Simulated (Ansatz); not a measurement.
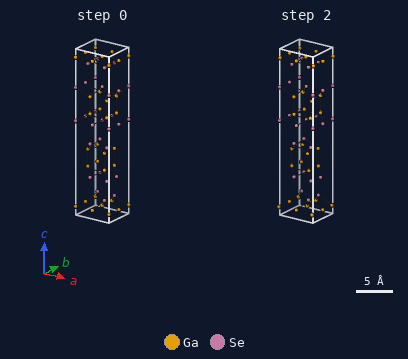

The structure of a defect cell of composition Ga8Se7 (cell charge +2) before (left) and after (right) a relaxation, at one scale.

The picture is a ball-and-stick view of the conventional cell (3 times the calculation's cell), seen slightly off an axis. Lengths and directions refer to the drawn axes.

Case: Se vacancy, atoms relaxed.

All numbers below come from DFT PBE+D3(BJ), scalar-relativistic, plane waves, PAW in Ansatz. (plane-wave cutoff 420 eV; k-point mesh 6 × 6 × 4; occupations gaussian; smearing width 0.05 eV; no spin polarisation; atoms relaxed in a fixed cell; force threshold 0.02 eV/Å; at most 50 steps)

What changed between the two?

The run was cut off at its time limit before the relaxation converged, so the last structure is only a point on the way. The largest moves, 0.16 Å, are those of Ga atoms. Largest moves by element: Ga 0.16 Å, Se 0.10 Å. The lattice vectors keep their values. Near-neighbour distances that change, for instance: Ga–Se 2.476 → 2.429 Å, Ga–Ga 2.444 → 2.489 Å, Ga–Se 2.476 → 2.461 Å, Ga–Ga 2.444 → 2.435 Å. Bond angles that change, for instance: Ga–Se–Ga 99.3° → 90.9°, Ga–Ga–Se 118.4° → 124.5°, Ga–Ga–Se 118.4° → 112.4°. Over 2 geometry steps the energy falls by 0.325 eV per cell of the calculation. The largest force component goes from 1 to 0.078 eV/Å. The run took 9.4 min on 4 threads of Arm Neoverse N1 (shared host), peak memory 2.4 GiB.

Limits of the set-up: the periodic images lie only 7.5 Å apart, so the values are limited by the cell's size; the cell is charged, on a uniform background, and energies carry no finite-size correction.
